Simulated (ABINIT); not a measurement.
**CaO (Fm-3m): refractive index against wavelength**

The refractive index of CaO (Fm-3m) below the direct gap (4.04 eV on the mesh) is read from one computed spectrum, n = √(Re ε).

Cell: a, b, c = 3.403, 3.403, 3.403 Å (primitive vectors), 2 atoms.

Method: ABINIT 10.8.3, PBE, independent particles, k-mesh 12×12×12, Lorentzian half width 0.05 eV.

Launch of the response step: `optic optic.abi`. The run took 65 s, its band step included, on 4 threads of AMD EPYC 7R43 64-Core Processor (Zen 3) (shared host).

| wavelength (nm) | photon energy E (eV) | n |
| --- | --- | --- |
| 1310 | 0.946 | 1.9751 |
| 1064 | 1.165 | 1.9809 |
| 850 | 1.459 | 1.9909 |
| 700 | 1.771 | 2.0046 |
| 633 | 1.959 | 2.0146 |
| 532 | 2.331 | 2.0390 |
| 450 | 2.755 | ? |

In the single-oscillator model n² − 1 = E₀E_d/(E₀² − E²), so 1/(n² − 1) = E₀/E_d − E²/(E₀E_d) is linear in E².

Working, on the rows shown:

| x = E² (eV²) | y = 1/(n² − 1) |
| --- | --- |
| 0.895757 | 0.344706 |
| 1.35784 | 0.342001 |
| 2.12762 | 0.337418 |
| 3.13716 | 0.331299 |
| 3.83641 | 0.326946 |
| 5.43137 | 0.316704 |

Means: x̄ = 2.7977, ȳ = 0.33318. Σ(x − x̄)(y − ȳ) = -0.08797, Σ(x − x̄)² = 14.27. Slope = -0.08797 / 14.27 = -0.006165; intercept = ȳ − slope · x̄ = 0.35043. Turned back into n, the line misses the rows shown by at most 0.00058.

Problem. What does the fit predict for the withheld row, and how well does it do?

Solution. At x = 7.5912 the line gives y = 0.30363, that is 2.0721. The run gave 2.0765, so the extrapolation is off by 0.0044, 4 % of the range in the table.

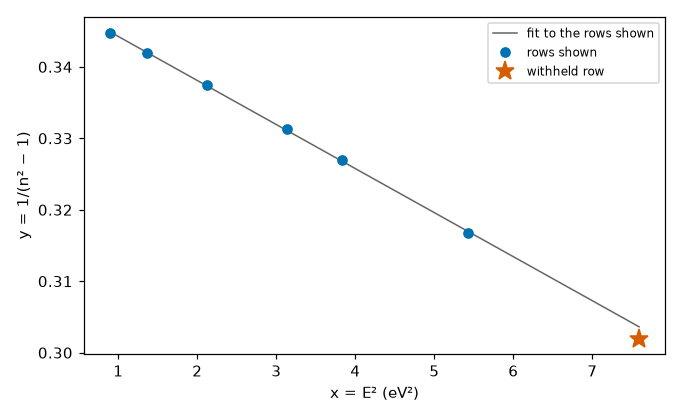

Refitted with all rows, the slope is -0.006368 and the intercept 0.35089. These give E₀ = √(intercept/−slope) = 7.42 eV and E_d = E₀/intercept = 21.2 eV; E₀ is 1.8 times the direct gap. The electronic limit at long wavelengths, without lattice vibrations, is n = √(1 + 1/intercept) = 1.962. Excitons are left out and so are local fields; PBE gaps are as a rule too small. The values come from a sum over the points of one k-mesh and carry its error, which grows as the direct gap shrinks.
